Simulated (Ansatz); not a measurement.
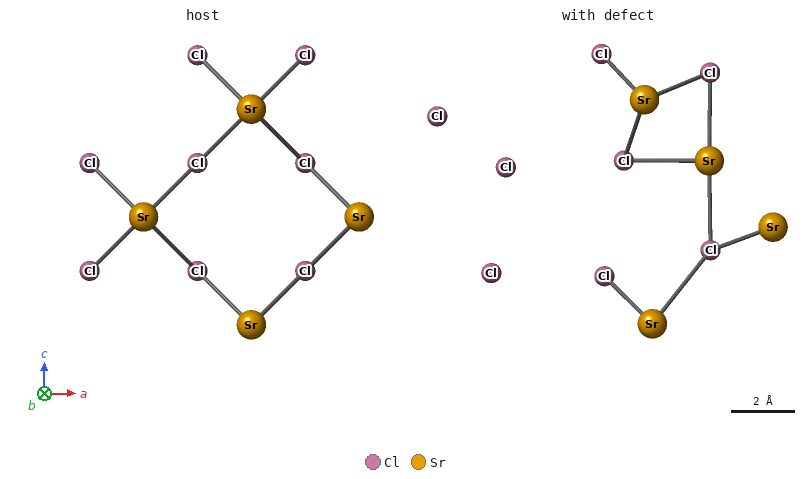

Left: perfect SrCl$_{2}$. Right: the same region with a pair of point defects, after relaxing the atoms in a supercell of 96 sites. Style: ball-and-stick. Shown: the atoms within 6.0 Å of one point, in a slice 4.2 Å thick across the line of sight, along the b axis.

Theory: DFT, PBEsol, PAW, plane waves (Ansatz). (plane-wave cutoff 420 eV; k-point mesh 1 × 1 × 1; mesh shifted by (0.25, 0.25, 0.25); no spin polarisation) Fermi-Dirac smearing of 0.01 eV. The axes drawn are those of the host's conventional cell.

Question: Which defect is it?

Answer: A chlorine atom is replaced by strontium and a strontium atom is replaced by chlorine, the two sites 5.7 Å apart.

The charge state of the cell is 0.

Question: How does the lattice respond?

Answer: In the host the Cl atom has 4 Sr at 2.99 Å, 6 Cl at 3.45 Å; the Sr atom ends with 6 Cl at 2.74 to 2.86 Å. In the host the Sr atom has 8 Cl at 2.99 Å; the Cl atom ends with 3 Sr at 2.85 to 2.99 Å, 1 Cl at 3.19 Å. Of the host's atoms, a chlorine atom moves furthest from its site, by 2.80 Å. The Sr atom itself moves 0.10 Å from where it was put. The Cl atom itself moves 2.63 Å from where it was put.
